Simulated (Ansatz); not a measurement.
## Electronic structure of MgS in real space

Input file:

```
crystal:
  lattice:
    - [-2.0173112034, 3.494085499, -6.43229418]
    - [-2.0173112034, 3.494085499, 6.43229418]
    - [8.0692448136, 0.0, 0.0]
  atoms:
    - { symbol: Mg, position: [0.9180312677, 0.4149254568, 0.3278385314] }
    - { symbol: Mg, position: [0.4141020843, 0.9155281475, 0.3263120406] }
    - { symbol: Mg, position: [0.923652212, 0.4220879554, 0.8271612208] }
    - { symbol: Mg, position: [0.4227333461, 0.9078788201, 0.8310444658] }
    - { symbol: Mg, position: [0.8303041454, 0.8345311555, 0.158161775] }
    - { symbol: Mg, position: [0.3503933476, 0.3420331992, 0.1710972549] }
    - { symbol: Mg, position: [0.8404314254, 0.8428561212, 0.6755482866] }
    - { symbol: Mg, position: [0.3236270008, 0.3212503655, 0.6694779866] }
    - { symbol: S, position: [0.1486545739, 0.5257836857, 0.1655972499] }
    - { symbol: S, position: [0.6392864262, 0.0208304478, 0.1643282284] }
    - { symbol: S, position: [0.1324266569, 0.5075397823, 0.6532154479] }
    - { symbol: S, position: [0.6441269628, 0.0273220869, 0.6672219916] }
    - { symbol: S, position: [0.7298472311, 0.6112219158, 0.341119128] }
    - { symbol: S, position: [0.2256152472, 0.0996978511, 0.3410322957] }
    - { symbol: S, position: [0.7233326343, 0.6036920326, 0.8300328769] }
    - { symbol: S, position: [0.2349619508, 0.1071883732, 0.8475799445] }
basis:
  ecutwfc: 420
kpoints:
  mp_grid: { grid: [4, 4, 4] }
hamiltonian:
  xc: pbe
scf:
  occupations: { method: fermi_dirac, width: 0.02 }
output:
  forces: true
  stress: true
  eigenvalues: true
  populations: true
  write_density: true
  write_potential: true
  elf: true
  volumetric_format: npy
```

Run with:

```sh
ansatz run input.yaml --threads 4 --pin off --max-ram 5120MiB --backend cpu --events-out ev --progress --plain --runs-dir out
```

Below, planes, directions and counts refer to the conventional cell (a = 7.59 Å, b = 7.59 Å, c = 8.07 Å, α = 105.41°, β = 105.41°, γ = 115.80°).

Space group P1; a structure from a database of computed crystals, not necessarily the ambient phase; not relaxed (largest force 0.7 eV/Å).

Theory: DFT PBE, scalar-relativistic, plane waves, PAW in Ansatz.

In a PAW calculation such maps are meaningful between the atoms, not at the nuclei.

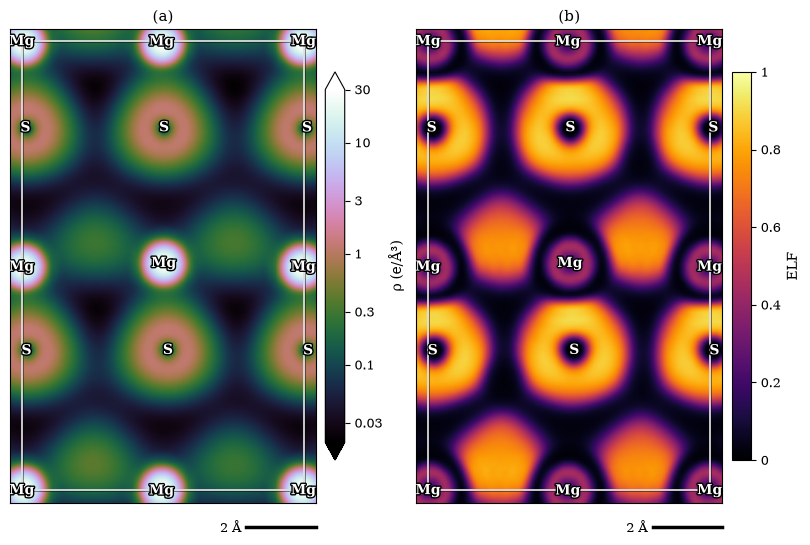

Figure 1. (a) valence charge density (pseudo); (b) electron localisation function on the (110) plane of the conventional cell.

### Interpret the plot.

- Atoms in the plane: Mg and S.
- Mg–S (2.40 Å): ρ is about 0.4 e/Å³ halfway; the ELF peaks at about 0.90 in the valence shell of S, 0.8 Å from its nucleus, and falls to about 0.05 next to Mg (an ionic contact with no shared pair).
- Mg–S (2.47 Å): ρ at the midpoint is about 0.36 e/Å³; the ELF peaks at about 0.90 in the valence shell of S, 0.9 Å from its nucleus, and falls to about 0.05 next to Mg: an ionic contact with no shared pair.
- Mg–S (2.49 Å): the density is about 0.34 e/Å³ at the midpoint; the ELF peaks at about 0.90 in the valence shell of S, 0.9 Å from its nucleus, and falls to about 0.05 next to Mg (a largely ionic contact).
- Between the atoms the lowest density in this plane is 0.02 e/Å³.

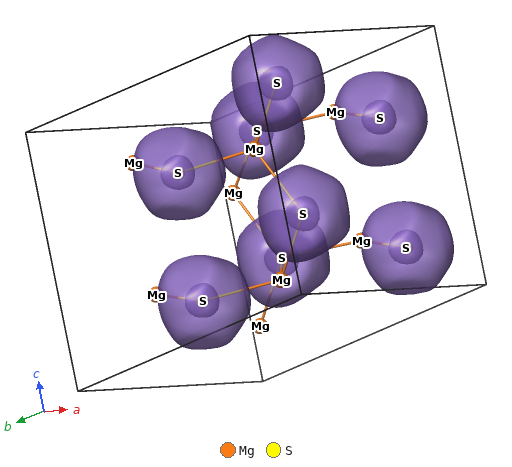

Figure 2. Isosurface of the electron localisation function at 0.65 (purple), seen at an oblique angle. Core shells and regions of very low density are left out. Sticks mark near contacts.

### Where are the electrons localised?

The ELF exceeds this value in eight regions wrapped around S (the valence shell of each), counted in one cell of 16 atoms. Regions shared between cells count once. Profiles from the grid: Mg–S (2.38 Å): the ELF peaks at about 0.90 in the valence shell of S, 0.9 Å from its nucleus, and falls to about 0.10 next to Mg: an ionic contact with no shared pair. Mg–S (2.42 Å): the ELF peaks at about 0.90 in the valence shell of S, 0.9 Å from its nucleus, and falls to about 0.05 next to Mg (a closed-shell, largely ionic contact).

### Does the calculation give a band gap?

It is gapped, with a Kohn–Sham gap of 3.4 eV on the k-point mesh (the band edges may lie off the mesh, which would make the gap smaller).
